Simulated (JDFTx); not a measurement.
# A series of single points on Nb

System: Nb (1 atom in the cell).
Method: Kohn-Sham DFT of a periodic cell, PBE, PseudoDojo-SR-PBE-0.5-standard, no spin polarisation (JDFTx 1.7.0 (patched build)).

The 7 runs differ only in the geometry, by an even scaling of the cell at fixed fractional positions. The structure derives from an entry of the Crystallography Open Database.

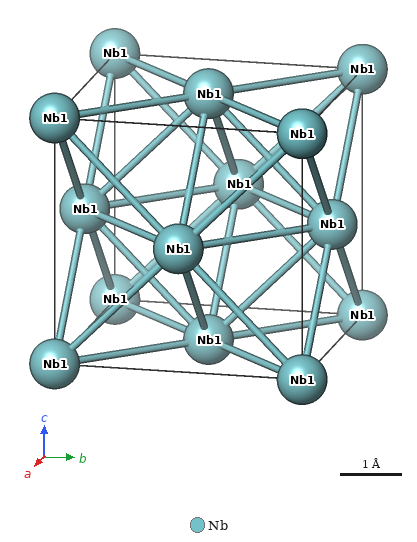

Figure 1. The structure of run 4 (ball-and-stick view of the cell 4 times as large as that of the calculation, set on its symmetry axes, seen slightly off an axis; atoms are numbered from 1 in the order of the input).

### Input of run 4
```
lattice \
    0.0000000000     3.9967707536     3.9967707536 \
    3.9967707536     0.0000000000     3.9967707536 \
    3.9967707536     3.9967707536     0.0000000000
coords-type Lattice
ion Nb     0.0000000000     0.0000000000     0.0000000000 1

ion-species pseudo/Nb.upf
elec-cutoff 41
elec-ex-corr gga-PBE
kpoint-folding 11 11 11
elec-smearing Fermi 0.0018374661
elec-n-bands 12
electronic-SCF nIterations 100 energyDiffThreshold 1e-09
electronic-minimize nIterations 30 energyDiffThreshold 1e-7
forces-output-coords Cartesian

dump-name run.$VAR
dump End Ecomponents EigStats BandEigs Kpoints Forces Stress ElecDensity Dtot KEdensity
```

Command:
```bash
jdftx -c 1 -i Nb.in -o Nb.out
```

Lattice vectors (Å) and fractional positions of run 4:
```
   0.000000    2.115000    2.115000
   2.115000    0.000000    2.115000
   2.115000    2.115000    0.000000
Nb  0.000000  0.000000  0.000000
```

Run 5 differs from it as follows:
```diff
-    0.0000000000     3.9967707536     3.9967707536 \
-    3.9967707536     0.0000000000     3.9967707536 \
-    3.9967707536     3.9967707536     0.0000000000
+    0.0000000000     4.0232402054     4.0232402054 \
+    4.0232402054     0.0000000000     4.0232402054 \
+    4.0232402054     4.0232402054     0.0000000000
```

### Results, with one run withheld

```tsv
run	volume per atom (Å³)	free energy per atom, from the lowest run given (meV)	pressure (GPa)
1	17.786	25.26	9.28
2	18.165	8.07	5.24
3	18.543	0.00	1.56
4	18.922	0.17	−1.75
5	19.300	?	?
6	19.679	22.13	−7.45
7	20.057	42.54	−9.89
```

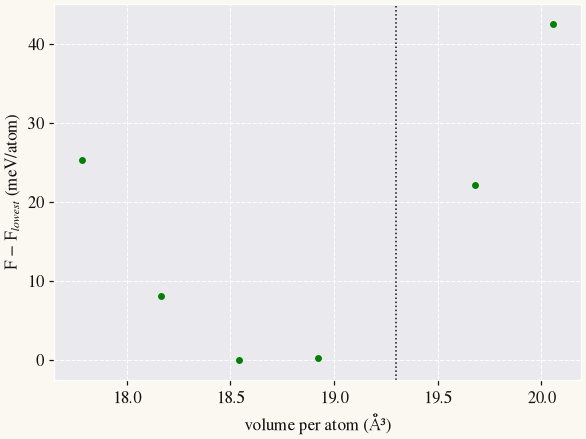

Figure 2. Free energy per atom of the runs given; the dotted line marks run 5.

Fit the runs given and predict run 5.

A cubic polynomial in V^(−2/3) (the Birch–Murnaghan form), fitted to the 6 runs given, misses them by at most 0.01 meV per atom. With x = V^(−2/3) − 0.14128 Å⁻², it reads F = −0.5782 − 1167 x + 1.0733e+06 x² − 1.1795e+05 x³ (meV per atom). At run 5 it gives 7.77 meV per atom, and the run itself gives 7.78. The slope of the fit gives a pressure −dF/dV of −4.69 GPa there, and the run prints −4.75 GPa. The two needn't agree exactly: the fit is approximate, and the printed stress is taken on a finite basis. The fit has its minimum at 18.723 Å³ per atom, where V d²F/dV² gives 164 GPa: the bulk modulus at this level, since symmetry fixes the shape and the positions.

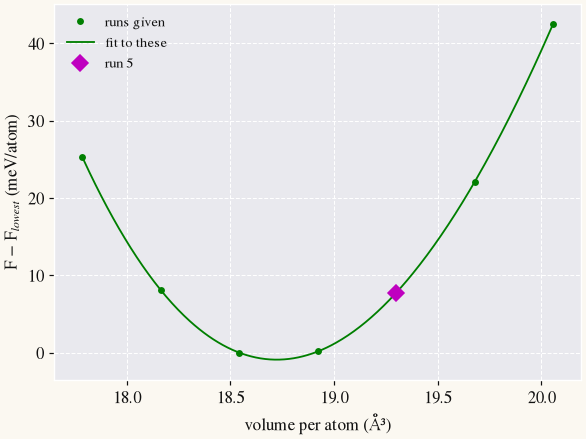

Figure 3. The fit and the withheld run.

### Some lines of the output (run 5)
```
[...]
unit cell volume = 130.244
     Etot =      -57.4364370518430718
        F =      -57.4368920784209394
	HOMO-LUMO gap: +0.001336
	Optical gap  : +0.012895 at state 1 ( [ +0.000000 +0.000000 +0.090909 ] spin 0 )
```
